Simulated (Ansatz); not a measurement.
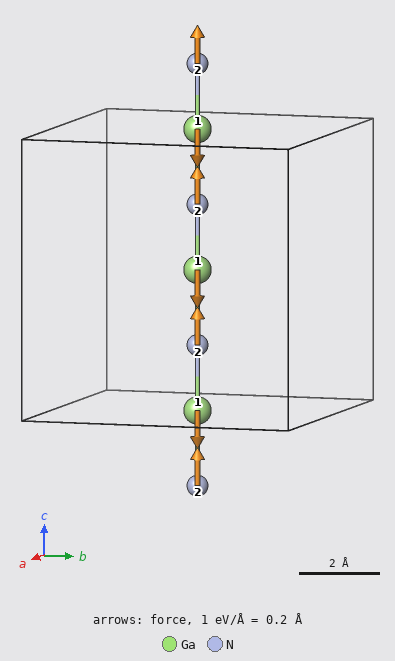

Starting geometry of a wire of composition GaN with the computed forces as orange arrows. The picture is a ball-and-stick view of the 2 repeat of the cell, with the vacuum cut short, seen slightly off an axis.

Case: dimerised chain of atoms.

All numbers below come from DFT PBE, scalar-relativistic, plane waves, PAW in Ansatz.

The input:
```yaml
crystal:
  lattice:
    - [9.0, 0.0, 0.0]
    - [0.0, 9.3, 0.0]
    - [0.0, 0.0, 3.545186958]
  atoms:
    - { symbol: Ga, position: [0.5, 0.5, 0.0], spin: 0.5 }
    - { symbol: "N", position: [0.5, 0.5, 0.465], spin: 0.5 }
basis:
  ecutwfc: 420
kpoints:
  mp_grid: { grid: [1, 1, 18] }
hamiltonian:
  xc: pbe
scf:
  occupations: { method: gaussian, width: 0.05 }
output:
  forces: true
  stress: true
  eigenvalues: true
  populations: true
  write_density: true
  write_potential: true
  elf: true
  volumetric_format: npy
magnetization:
  spin_polarized: true
relax:
  adjacent_minimum: "off"
  f_tol: 0.01
  max_steps: 45
  cell: { fix: [a, b, alpha, beta, gamma], stress_tol: 0.03 }
```

Command:
```bash
ansatz run input.yaml --threads 2 --pin off --max-ram 5120MiB --backend cpu --events-out ev --progress --plain --runs-dir out
```

> Is this structure relaxed? If not, where do the atoms go?

It isn't relaxed: the largest force vector, on Ga atoms, is 4.94 eV/Å. The atoms end up moving mostly along the starting forces (cosine between the two patterns 1.00). The largest moves relative to the layer's centre, 0.059 Å, are those of Ga1 and N2. Largest moves by element: N 0.059 Å, Ga 0.059 Å. Along the periodic axis the drawn cell goes c 7.090 → 6.782 Å (−4.3 %). Near-neighbour distances that change, for instance: Ga1–N2 1.897 → 1.696 Å, Ga1–N2 (another image) 1.649 → 1.696 Å. Over 4 accepted moves (5 points after the start) the energy falls by 0.484 eV per cell of the calculation. The largest force component goes from 4.9 to 0.00047 eV/Å. At 1 point the geometry stayed and the basis and grid were re-selected for the new cell (energy shift of 1.7 meV per cell of the calculation at most each time). The program noted that the starting moments weren't kept. The run took 3.5 min on 2 threads of Intel(R) Xeon(R) Processor @ 2.50GHz (Skylake/Cascade Lake) (shared host), peak memory 0.53 GiB.
